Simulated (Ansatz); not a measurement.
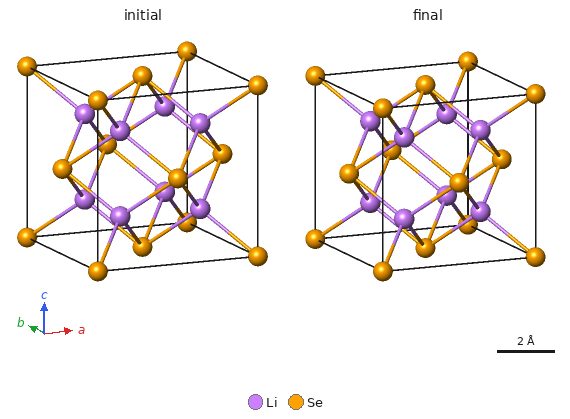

The structure of solid Li$_{2}$Se (a generated structure, set up in Fm-3m) before (left) and after (right) a relaxation, at one scale.

Style: ball-and-stick. Shown: the conventional cell (4 times the calculation's cell), slightly off an axis. Lengths and directions refer to the drawn axes.

Case: Na → Li, Te → Se on all its sites, cell and atoms relaxed.

Theory: DFT PBEsol, scalar-relativistic, plane waves, PAW (Ansatz 0.2.0). (plane-wave cutoff 420 eV; k-point mesh 6 × 6 × 6; occupations gaussian; smearing width 0.02 eV; no spin polarisation; cell and atoms relaxed; force threshold 0.01 eV/Å; at most 60 steps)

**Summarise the run.**

The atoms keep their places relative to the cell (all moves are under 0.005 Å). Cell: a = b = c 6.227 → 5.941 Å (−4.6 %). Volume −13.2 %. Near-neighbour distances that change, for instance: Li–Se 2.696 → 2.573 Å. The space group stays Fm-3m (No. 225). Over 1 accepted move (2 points after the start) the energy falls by 0.102 eV per cell of the calculation. All forces vanish by symmetry, so only the cell relaxes. Pressure: −3.73 GPa at the start and 0.07 GPa at the end. The SCF was repeated once at an unchanged geometry on a basis and grid sized afresh for the cell, which shifted the energy by 0.4 meV per cell of the calculation at most. Cost: 3.8 s on 1 thread of Arm Neoverse V1 (shared host), peak memory 0.31 GiB.
